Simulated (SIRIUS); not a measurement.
The calculation's input:

```
{
  "control": {
    "processing_unit": "cpu",
    "std_evp_solver_name": "lapack",
    "gen_evp_solver_name": "lapack",
    "verbosity": 2,
    "print_forces": true,
    "ortho_rf": true,
    "use_second_variation": true,
    "rmt_max": 3.0,
    "num_bands_to_print": 23,
    "save_wf": true
  },
  "parameters": {
    "electronic_structure_method": "full_potential_lapwlo",
    "xc_functionals": ["XC_GGA_X_PBE", "XC_GGA_C_PBE"],
    "core_relativity": "dirac",
    "valence_relativity": "iora",
    "num_fv_states": 23,
    "smearing": "fermi_dirac",
    "smearing_width": 0.0018374661,
    "pw_cutoff": 20,
    "gk_cutoff": 3.41,
    "lmax_apw": 10,
    "lmax_rho": 8,
    "lmax_pot": 8,
    "num_mag_dims": 0,
    "auto_rmt": 0,
    "ngridk": [8, 8, 8],
    "shiftk": [0, 0, 0],
    "num_dft_iter": 80,
    "energy_tol": 1e-07,
    "density_tol": 1e-05,
    "use_symmetry": true
  },
  "settings": {"tol_ne": 1e-10},
  "iterative_solver": {"type": "exact"},
  "mixer": {"type": "anderson", "beta": 0.5, "max_history": 8},
  "unit_cell": {
    "lattice_vectors": [[0.0, 5.2028771143, 5.2028771143], [5.2028771143, 0.0, 5.2028771143], [5.2028771143, 5.2028771143, 0.0]],
    "atom_types": ["Cd", "S"],
    "atom_files": {"Cd": "Cd.json", "S": "S.json"},
    "atoms": {"Cd": [[0.0, 0.0, 0.0]], "S": [[0.5, 0.5, 0.5]]}
  }
}
```

Run with:

```sh
OMP_NUM_THREADS=1 sirius.scf --input=sirius_start.json --output=start.json
OMP_NUM_THREADS=1 sirius.scf --input=sirius.json --output=output.json --task=1
```

Below, planes, directions and counts refer to the conventional cell (a = 5.51 Å, b = 5.51 Å, c = 5.51 Å, α = 90.00°, β = 90.00°, γ = 90.00°).

Space group Fm-3m; a structure from a database of computed crystals, not necessarily the ambient phase.

Level of theory: SIRIUS 7.12.0, Kohn-Sham DFT of a periodic cell, PBE, all-electron FP-LAPW.

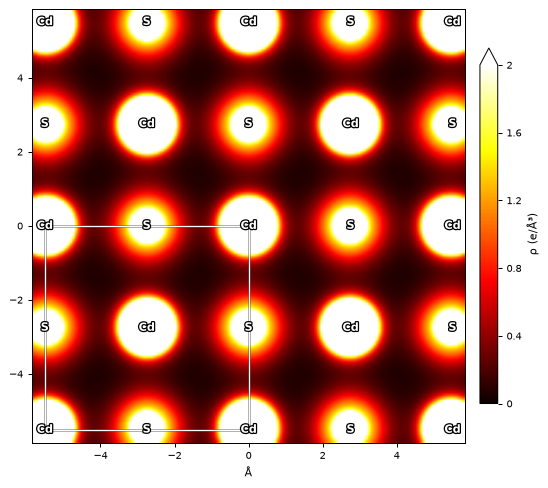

CdS. Electron density on the (001) plane of the conventional cell.

### What does the map show?

- Atoms in the plane: Cd and S.
- Cd–S (2.75 Å): the density is about 0.27 e/Å³ at the midpoint.
- Between the atoms the lowest density in this plane is 0.07 e/Å³.
